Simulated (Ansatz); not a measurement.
## Energy of Fe along an even scaling of the cell

System: Fe (1 atom in the cell).
Method: DFT, revPBE, plane waves (420 eV) with PAW, scalar-relativistic, no spin polarisation (Ansatz 0.2.0).

The 5 runs differ only in the geometry, by an even scaling of the cell at fixed fractional positions.

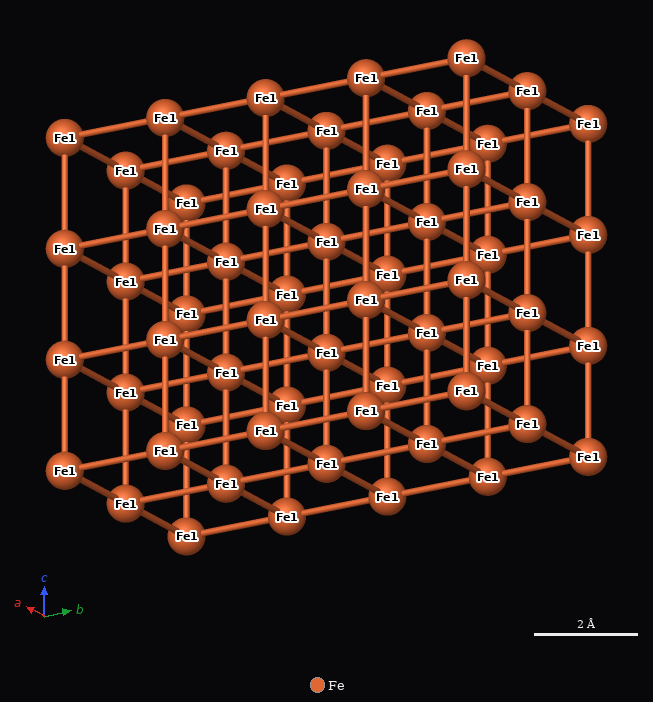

Figure 1. The structure of run 3 (ball-and-stick view of the cell of the calculation, repeated 2 × 4 × 3, seen at an oblique angle; atoms are numbered from 1 in the order of the input).

### Input of run 3
```yaml
crystal:
  lattice:
    - [2.2827131053, 0.0, 0.0]
    - [0.0, 2.2827131053, 0.0]
    - [0.0, 0.0, 2.2827131053]
  atoms:
    - { symbol: Fe, position: [0.0, 0.0, 0.0] }
hamiltonian:
  xc: revpbe
  pseudopotentials:
    kind: paw
    azcp:
      Fe: "pseudopotentials/Fe.paw.azcp"
basis:
  ecutwfc: 420
  fft_grid_basis: typed
kpoints:
  mp_grid: { grid: [15, 15, 15], shift: [0, 0, 0] }
magnetization:
  spin_polarized: false
scf:
  occupations: { method: fermi_dirac, width: 0.1 }
  lower_state_search: "off"
output:
  stress: true
```

Lattice vectors (Å) and fractional positions of run 3:
```
   2.282713    0.000000    0.000000
   0.000000    2.282713    0.000000
   0.000000    0.000000    2.282713
Fe  0.000000  0.000000  0.000000
```

Run 2 differs from it as follows:
```diff
-    - [2.2827131053, 0.0, 0.0]
-    - [0.0, 2.2827131053, 0.0]
-    - [0.0, 0.0, 2.2827131053]
+    - [2.2201412597, 0.0, 0.0]
+    - [0.0, 2.2201412597, 0.0]
+    - [0.0, 0.0, 2.2201412597]
```

### Results, with one run withheld

| run | volume per atom (Å³) | free energy per atom, from the lowest run given (meV) | pressure (GPa) |
| --- | --- | --- | --- |
| 1 | 10.467 | 130.42 | 32.96 |
| 2 | 10.943 | ? | ? |
| 3 | 11.895 | 0.00 | −0.03 |
| 4 | 12.371 | 10.79 | −6.97 |
| 5 | 13.322 | 84.16 | −16.98 |

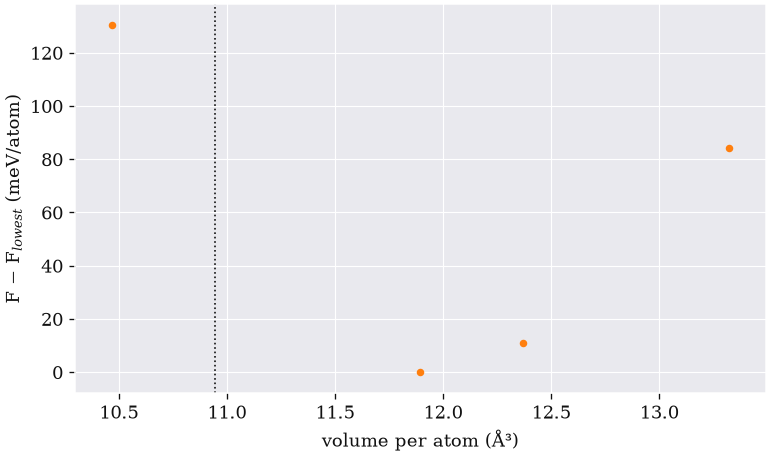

Figure 2. Free energy per atom of the runs given; the dotted line marks run 2.

Estimate the energy of run 2 from the others.

A quadratic polynomial in V^(−2/3) (the Birch–Murnaghan form), fitted to the 4 runs given, misses them by at most 0.32 meV per atom. With x = V^(−2/3) − 0.19145 Å⁻², it reads F = 0.30514 − 284.14 x + 4.3921e+05 x² (meV per atom). At run 2 it gives 54.45 meV per atom, and the run itself gives 53.37. The slope of the fit gives a pressure −dF/dV of 19.32 GPa there, and the run prints 19.45 GPa. The two needn't agree exactly: the fit is approximate, and the printed stress is taken on a finite basis. The fit has its minimum at 11.907 Å³ per atom, where V d²F/dV² gives 193 GPa: the bulk modulus at this level, since symmetry fixes the shape and the positions. So low a polynomial doesn't follow these energies more closely.

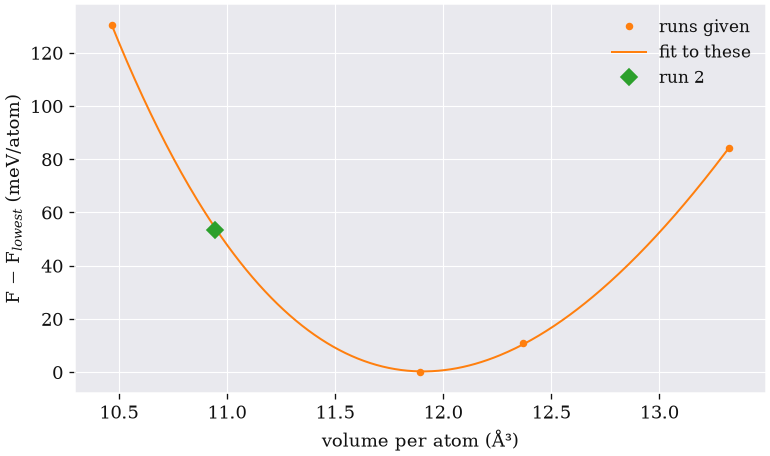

Figure 3. The fit and the withheld run.

### Output, shortened to warnings, some set-up lines, iterations and results (run 2)
```
Basis set: ecut = 420 eV, 203 PW (Γ)
Symmetry: 48 space group operations
k-points: 120 of 3375
Initial density: superposition of atomic densities (neutral atoms: chi_scale 0, normalization atom), corrected by the library's trained network
[...]
SCF iter   1: F=—  HF=-4482.724003 eV  |F-HF|=—  |Δ(HF+E_count)|=         —  Δρ=6.04e-3  dr2=3.35e-3  ethr=1.77e-3  ⟨swp⟩=4.7  Hψ=7232  notcnv=0
SCF iter   2: F=—  HF=-4482.723254 eV  |F-HF|=—  |Δ(HF+E_count)|=   7.49e-4  Δρ=3.50e-3  dr2=1.25e-3  ethr=2.09e-5  ⟨swp⟩=1.0  Hψ=2401  notcnv=0
SCF iter   3: F=—  HF=-4482.723024 eV  |F-HF|=—  |Δ(HF+E_count)|=   2.30e-4  Δρ=4.59e-4  dr2=2.05e-5  ethr=7.81e-6  ⟨swp⟩=1.5  Hψ=1659  notcnv=0
SCF iter   4: F=—  HF=-4482.723015 eV  |F-HF|=—  |Δ(HF+E_count)|=   8.22e-6  Δρ=7.46e-5  dr2=2.45e-7  ethr=1.28e-7  ⟨swp⟩=2.3  Hψ=1979  notcnv=0
SCF iter   5: F=-4482.723015 eV  HF=-4482.723015 eV  |F-HF|=3.24e-9  |Δ(HF+E_count)|=   1.94e-7  Δρ=9.86e-6  dr2=5.07e-9  ethr=1.53e-9  ⟨swp⟩=2.2  Hψ=2095  notcnv=0
SCF iter   6: F=-4482.723015 eV  HF=-4482.723015 eV  |F-HF|=6.37e-12  |Δ(HF+E_count)|=  4.44e-10  Δρ=1.08e-6  dr2=3.49e-11  ethr=3.17e-11  ⟨swp⟩=2.1  Hψ=4557  notcnv=0
SCF 1 converged in 6 iterations: F = -4482.723015 eV  dr2 = 3.49e-11
SCF converged after 6 iterations
Free energy (F): -4482.723015 eV
Harris-Foulkes:  -4482.723015 eV  (|F-HF|=6.37e-12)
Internal energy: -4482.653780 eV  (E = F + TS)
E sigma→0 (E₀):  -4482.688397 eV
Entropy (-TS):   -0.069235 eV (-69.235 meV/atom)
Fermi energy:    19.749927 eV
--- Per-component energies (eV) ---
  E_band       = -198.382434
  E_kinetic    = 357.360049
  E_local      = -2105.103107  (includes V_loc(G=0)·N_el)
  E_nonlocal   = 216.838710
  E_hartree    = 892.904978
  E_xc         = -118.950953
  E_vxc        = -153.132775  (∫ρ·V_xc dr)
  E_paw        = -1370.153986  (= ΣΔE_a)
  E_vpaw       = -300.156209  (= ΣTr[D̂ρ^β])
  E_aug_tail   = 0.000711  (compensation charges beyond the density's cutoff)
  E_ewald      = -2355.515866
  E_core_change = -0.034316  (= ΣΔE_core)
  E_smearing   = -0.069235  (= −TS)
  E_closure    = -0.000000  (closes the sum)
  Σ components = -4482.723015   (vs F -4482.723015, Δ=0.00e0)
--- Stress (GPa, compression-positive) ---
       19.445438       0.000000       0.000000
        0.000000      19.445438       0.000000
        0.000000       0.000000      19.445438
  P = ⅓ Tr σ = 19.4454 GPa (194.454 kbar)
```

Notes: The run has no spin polarisation, so a magnetic state may lie lower.
